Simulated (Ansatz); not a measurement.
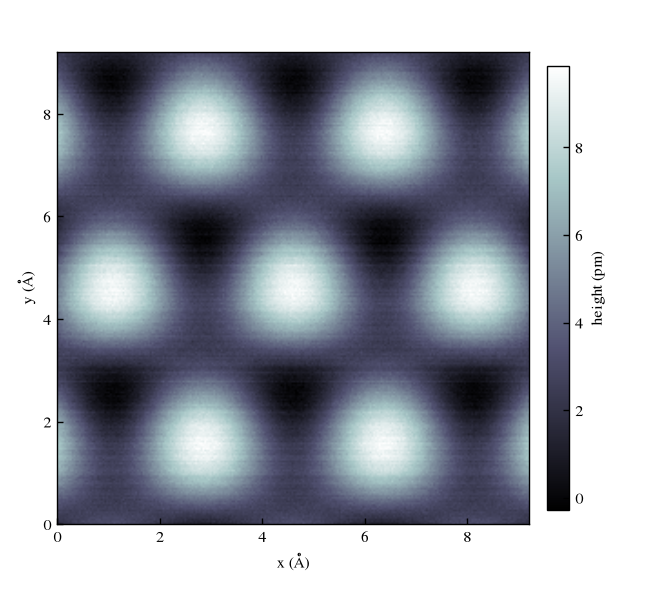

Simulated STM image (constant-current image at a set point of 1.2 × 10⁻⁶ e/Å³, sample bias −1.15 V). Noise was added.

Model: Tersoff–Hamann, s-wave tip, no tip–sample forces. Zero bias is put in the middle of the gap by convention. Bias windows are sharp sums over the levels of the k mesh.

Question: What is the lattice of this pattern?

Answer: The pattern repeats on a hexagonal lattice with shortest vectors of 3.5 Å at 60° (or 120°), a cell of 10.9 Å², with 1 maximum above 60 % of the range in each cell.

The surface:

Monolayer PtS2. The brightest spots lie over the top S atoms; the darkest points are over the Pt atoms 1.2 Å below the top plane. So weak a contrast (10 pm) depends on the k-mesh and on the tip.

These are results of Ansatz 0.2.0, DFT PBE+D3(BJ), scalar-relativistic, plane waves, PAW, not measurements. Cutoff 420 eV, 36 × 36 k-points, Gaussian smearing 0.05 eV, dipole correction. No spin polarisation. Spin–orbit coupling is left out; with Pt it can shift levels and gaps.
